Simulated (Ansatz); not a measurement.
# GaSb: one change and its effect

System: GaSb (I-4m2, 2 atoms in the cell).
Method of run 1: Kohn-Sham DFT of a periodic cell, LDA, all-electron LAPW, scalar-relativistic, no spin polarisation (Ansatz 0.2.0).

The structure derives from a Materials Project entry. Text and figures count atoms from 1; the logs count them from 0 in places.

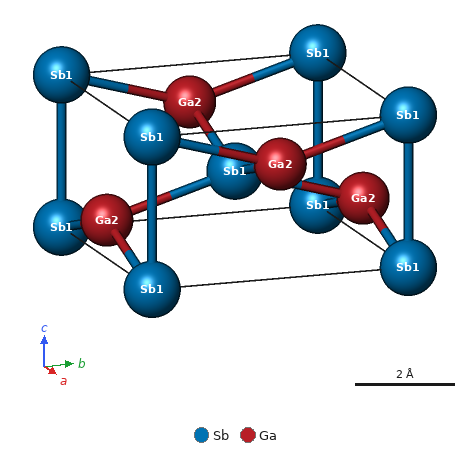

Figure 1. The input geometry (ball-and-stick view of the cell 2 times as large as that of the calculation, set on its symmetry axes, seen slightly off an axis; atoms are numbered from 1 in the order of the input). An atom can appear more than once, as a periodic image. Near neighbours in the periodic cell (some may lie outside the picture): Sb has 4 Ga at 2.87 Å and 2 Sb at 3.18 Å; Ga has 4 Sb at 2.87 Å.

Input file, run 1:
```yaml
crystal:
  lattice:
    - [-2.753434, 2.753434, 1.590707]
    - [2.753434, -2.753434, 1.590707]
    - [2.753434, 2.753434, -1.590707]
  atoms:
    - { symbol: Sb, position: [0.0, 0.0, 0.0] }
    - { symbol: Ga, position: [0.75, 0.25, 0.5] }
kpoints:
  mp_grid: { grid: [10, 10, 10] }
scf:
  occupations: { method: fermi_dirac, width: 0.05 }
hamiltonian:
  xc: lda
  pseudopotentials: { kind: all_electron, lapw: { basis_error: 0.001 } }
output:
  forces: true
  stress: true
relax:
  f_tol: 0.005
  max_steps: 60
  cell: {}
```

Command:
```bash
ansatz run input.yaml --threads 1 --pin off --max-ram 3072MiB --backend cpu --events-out ev --progress --plain --runs-dir out
```

Hardware: 1 thread of Arm Neoverse V2, 24 GiB of memory available, shared host.

Output, shortened to warnings, some set-up lines, iterations and results (run 1):
```
Basis set: ecut = 246.9033470358501 eV, 409 PW (Γ), FFT grids on a1+a2, a2, a3, exchange–correlation at level 2
Symmetry: 8 space group operations
k-points: 102 of 1000 (time reversal used)
Initial density: superposition of atomic densities (chi_scale 0.1, normalization cell, long waves kept (reshape's long-wave potential 0.00 eV rms))
[...]
SCF iter   1: F=—  HF=-229043.560446 eV  |F-HF|=—  |Δ(HF+E_count)|=         —  Δρ=1.22e-2  dr2=5.27e-2  ethr=1.18e-4  ⟨swp⟩=3.0  Hψ=18472  notcnv=0
SCF iter   2: F=—  HF=-229043.526083 eV  |F-HF|=—  |Δ(HF+E_count)|=   3.44e-2  Δρ=7.78e-3  dr2=2.41e-2  ethr=1.18e-4  ⟨swp⟩=2.0  Hψ=8205  notcnv=0
SCF iter   3: F=—  HF=-229043.519973 eV  |F-HF|=—  |Δ(HF+E_count)|=   6.11e-3  Δρ=5.03e-3  dr2=1.06e-2  ethr=5.47e-5  ⟨swp⟩=2.0  Hψ=7835  notcnv=0
SCF iter   4: F=—  HF=-229043.517880 eV  |F-HF|=—  |Δ(HF+E_count)|=   2.09e-3  Δρ=1.77e-3  dr2=1.58e-3  ethr=2.41e-5  ⟨swp⟩=2.0  Hψ=7835  notcnv=0
SCF iter   5: F=—  HF=-229043.517630 eV  |F-HF|=—  |Δ(HF+E_count)|=   2.50e-4  Δρ=5.27e-4  dr2=1.62e-4  ethr=3.60e-6  ⟨swp⟩=2.0  Hψ=7835  notcnv=0
[... 28 lines ...]
relax step   4: F+E_penalty+E_count = -229043.57127330 eV  Δ(F+E_penalty+E_count) = -3.484e-4 eV  max|allowed force component| = 6.939e-18 eV/Å  Δτ_max = 0.0000 Å  P = -0.010 …
SCF iter   1: F=—  HF=-229043.571277 eV  |F-HF|=—  |Δ(HF+E_count)|=         —  Δρ=5.50e-6  dr2=3.06e-9  ethr=6.67e-12  ⟨swp⟩=5.3  Hψ=21498  notcnv=0  reapply=78
SCF iter   2: F=-229043.571277 eV  HF=-229043.571277 eV  |F-HF|=3.03e-9  |Δ(HF+E_count)|=   8.50e-9  Δρ=3.05e-6  dr2=1.57e-9  ethr=6.67e-12  ⟨swp⟩=2.0  Hψ=7714  notcnv=0
SCF 5 converged in 2 iterations: F = -229043.571277 eV  dr2 = 1.57e-9
relax step   5: F+E_penalty+E_count = -229043.57127709 eV  Δ(F+E_penalty+E_count) = -3.787e-6 eV  max|allowed force component| = 6.072e-18 eV/Å  Δτ_max = 0.0000 Å  P = -0.010 …
basis re-selected at this cell: Δ(F+E_penalty+E_count) = -3.787e-6 eV, ΔP = +0.000 GPa vs the last step (what re-selecting the basis moved, after the strain that the cell walked since its last selection, with what the two solves' SCF thresholds leave and, on support functions, any second-order …
SCF converged after 2 iterations
Free energy (F): -229043.571277 eV
Harris-Foulkes:  -229043.571277 eV  (|F-HF|=3.03e-9)
Internal energy: -229043.567390 eV  (E = F + TS)
E sigma→0 (E₀):  -229043.569334 eV
Entropy (-TS):   -0.003887 eV (-1.943 meV/atom)
Fermi energy:    13.457665 eV
--- Per-component energies (eV) ---
  E_band       = -1606.071999
  E_kinetic    = 239507.858405
  E_xc         = -6476.161166
  E_electrostatic = -462075.264629  (all electrons and nuclei)
  E_smearing   = -0.003887  (= −TS)
  E_closure    = 0.000000  (closes the sum)
  E_atoms      = -229035.201250  (free atoms, spherical and without spin; not in F)
  Σ components = -229043.571277   (vs F -229043.571277, Δ=0.00e0)
  Basis errors (estimates in eV, not in F): energy 3.9e-4 per atom: plane waves 3.7e-4 (2.1e-4 summed), levels above the bands 1.1e-45, relativity 3.8e-9, radial functions 1.7e-5, core shells 2.3e-8; eigenvalues (radial functions only) 1.2e-6; not estimated: angular momenta, meshes, grids; target …
--- Forces (eV/Å), atoms counted from 1 ---
  atom   1  Sb     0.00000000     0.00000000     0.00000000
  atom   2  Ga    -0.00000000     0.00000000    -0.00000000
  max |Σ_I F_I| component: 1.56e-17 eV/Å
--- Stress (GPa, compression-positive) ---
        0.004572       0.000000      -0.000000
        0.000000       0.004572       0.000000
       -0.000000       0.000000      -0.037861
  P = ⅓ Tr σ = -0.0096 GPa (-0.096 kbar)
--- Relaxed structure (4 steps of the walk, 4 accepted, 1 SCFs on fresh bases) ---
  F+E_penalty+E_count = -229043.57127709 eV   max|allowed force component| = 6.072e-18 eV/Å   (the final SCF, on the basis selected at the relaxed cell)
  cell:  # Å, volume = 44.5554 Å³
    - [-2.6925950447798255, 2.6925950447798255, 1.5363785599220035]
    - [2.6925950447798255, -2.6925950447798255, 1.5363785599220035]
    - [2.6925950447798255, 2.6925950447798255, -1.5363785599220035]
  atoms:
    - { symbol: Sb, position: [-1.6393704396610136e-35, 9.967372273138963e-34, 9.803435229172861e-34] }
[...]
```

For run 2 the input was changed thus:
```diff
-  xc: lda
+  xc: rpbe
```

What does this change do to the results?

The total energies belong to different methods, so their difference says nothing on which is more stable or more accurate. The volume per atom goes from 22.28 to 24.90 Å³. The functional changes from LDA to RPBE. The number of SCF iterations is the same.

Output, shortened to warnings, some set-up lines, iterations and results (run 2):
```
Basis set: ecut = 246.12546785578178 eV, 409 PW (Γ), FFT grids on a1+a2, a2, a3, exchange–correlation at level 2
Symmetry: 8 space group operations
k-points: 102 of 1000 (time reversal used)
Initial density: superposition of atomic densities (chi_scale 0.1, normalization cell, long waves kept (reshape's long-wave potential 0.00 eV rms))
[...]
SCF iter   1: F=—  HF=-229282.268649 eV  |F-HF|=—  |Δ(HF+E_count)|=         —  Δρ=1.23e-2  dr2=5.41e-2  ethr=1.22e-4  ⟨swp⟩=3.0  Hψ=18433  notcnv=0
SCF iter   2: F=—  HF=-229282.250747 eV  |F-HF|=—  |Δ(HF+E_count)|=   1.79e-2  Δρ=8.08e-3  dr2=2.50e-2  ethr=1.22e-4  ⟨swp⟩=2.0  Hψ=8272  notcnv=0
SCF iter   3: F=—  HF=-229282.251004 eV  |F-HF|=—  |Δ(HF+E_count)|=   2.57e-4  Δρ=5.18e-3  dr2=1.09e-2  ethr=5.68e-5  ⟨swp⟩=2.0  Hψ=7805  notcnv=0
SCF iter   4: F=—  HF=-229282.252116 eV  |F-HF|=—  |Δ(HF+E_count)|=   1.11e-3  Δρ=1.85e-3  dr2=1.62e-3  ethr=2.47e-5  ⟨swp⟩=2.0  Hψ=7827  notcnv=0
SCF iter   5: F=—  HF=-229282.252683 eV  |F-HF|=—  |Δ(HF+E_count)|=   5.67e-4  Δρ=5.58e-4  dr2=1.80e-4  ethr=3.67e-6  ⟨swp⟩=2.2  Hψ=7881  notcnv=0
[... 28 lines ...]
relax step   4: F+E_penalty+E_count = -229282.26193747 eV  Δ(F+E_penalty+E_count) = -2.572e-5 eV  max|allowed force component| = 1.128e-17 eV/Å  Δτ_max = 0.0000 Å  P = -0.001 …
SCF iter   1: F=—  HF=-229282.261938 eV  |F-HF|=—  |Δ(HF+E_count)|=         —  Δρ=3.44e-6  dr2=1.72e-9  ethr=4.93e-12  ⟨swp⟩=5.4  Hψ=22252  notcnv=0  reapply=85
SCF iter   2: F=-229282.261938 eV  HF=-229282.261938 eV  |F-HF|=1.90e-8  |Δ(HF+E_count)|=   4.54e-8  Δρ=2.00e-6  dr2=9.53e-10  ethr=3.91e-12  ⟨swp⟩=2.9  Hψ=8104  notcnv=0
SCF 5 converged in 2 iterations: F = -229282.261938 eV  dr2 = 9.53e-10
relax step   5: F+E_penalty+E_count = -229282.26193783 eV  Δ(F+E_penalty+E_count) = -3.547e-7 eV  max|allowed force component| = 1.128e-17 eV/Å  Δτ_max = 0.0000 Å  P = -0.001 …
basis re-selected at this cell: Δ(F+E_penalty+E_count) = -3.547e-7 eV, ΔP = +0.000 GPa vs the last step (what re-selecting the basis moved, after the strain that the cell walked since its last selection, with what the two solves' SCF thresholds leave and, on support functions, any second-order …
SCF converged after 2 iterations
Free energy (F): -229282.261938 eV
Harris-Foulkes:  -229282.261938 eV  (|F-HF|=1.90e-8)
Internal energy: -229282.257548 eV  (E = F + TS)
E sigma→0 (E₀):  -229282.259743 eV
Entropy (-TS):   -0.004390 eV (-2.195 meV/atom)
Fermi energy:    11.966595 eV
--- Per-component energies (eV) ---
  E_band       = -1676.020072
  E_kinetic    = 239827.424848
  E_xc         = -6717.209579
  E_electrostatic = -462392.472818  (all electrons and nuclei)
  E_smearing   = -0.004390  (= −TS)
  E_closure    = 0.000000  (closes the sum)
  E_atoms      = -229276.009893  (free atoms, spherical and without spin; not in F)
  Σ components = -229282.261938   (vs F -229282.261938, Δ=0.00e0)
  Basis errors (estimates in eV, not in F): energy 3.6e-4 per atom: plane waves 3.3e-4 (1.8e-4 summed), levels above the bands 1.6e-45, relativity 6.4e-8, radial functions 3.3e-5, core shells 7.1e-9; eigenvalues (radial functions only) 1.1e-6; not estimated: angular momenta, meshes, grids; target …
--- Forces (eV/Å), atoms counted from 1 ---
  atom   1  Sb    -0.00000000     0.00000000     0.00000000
  atom   2  Ga     0.00000000     0.00000000     0.00000000
  max |Σ_I F_I| component: 5.20e-18 eV/Å
--- Stress (GPa, compression-positive) ---
       -0.001536       0.000000       0.000000
        0.000000      -0.001536       0.000000
        0.000000       0.000000      -0.000639
  P = ⅓ Tr σ = -0.0012 GPa (-0.012 kbar)
--- Relaxed structure (4 steps of the walk, 4 accepted, 1 SCFs on fresh bases) ---
  F+E_penalty+E_count = -229282.26193783 eV   max|allowed force component| = 1.128e-17 eV/Å   (the final SCF, on the basis selected at the relaxed cell)
  cell:  # Å, volume = 49.8022 Å³
    - [-2.7938662394225506, 2.7938662394225506, 1.5950606776219143]
    - [2.7938662394225506, -2.7938662394225506, 1.5950606776219143]
    - [2.7938662394225506, 2.7938662394225506, -1.5950606776219143]
  atoms:
    - { symbol: Sb, position: [2.893596569277233e-35, -7.055019912753619e-34, -9.792506092908457e-34] }
[...]
```

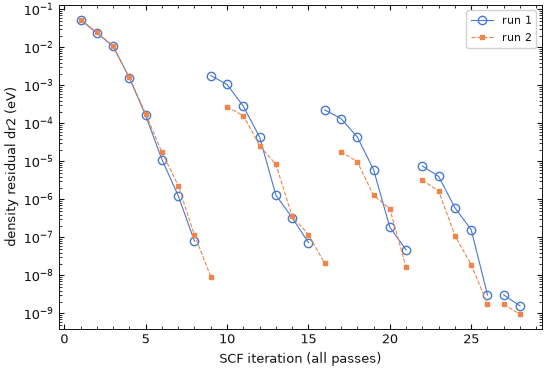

Figure 2. Convergence of the two runs: density residual dr2 against the SCF iteration. A break in a curve parts two SCF passes. Run 1 takes 28 iterations in all, and run 2 takes 28.

The two runs side by side:

| quantity | run 1 | run 2 |
| --- | --- | --- |
| outcome | converged | converged |
| free energy per atom (eV) | −114521.7856 | −114641.1310 |
| energy per atom, smearing taken to zero (eV) | −114521.7847 | −114641.1299 |
| pressure (GPa) | −0.01 | 0.00 |
| volume per atom (Å³) | 22.28 | 24.90 |
| largest force (eV/Å) | 0.000 | 0.000 |
| SCF iterations | 28 | 28 |
| irreducible k-points | 102 | 102 |
| wall time (shared host) | 2.2 min | 2.2 min |
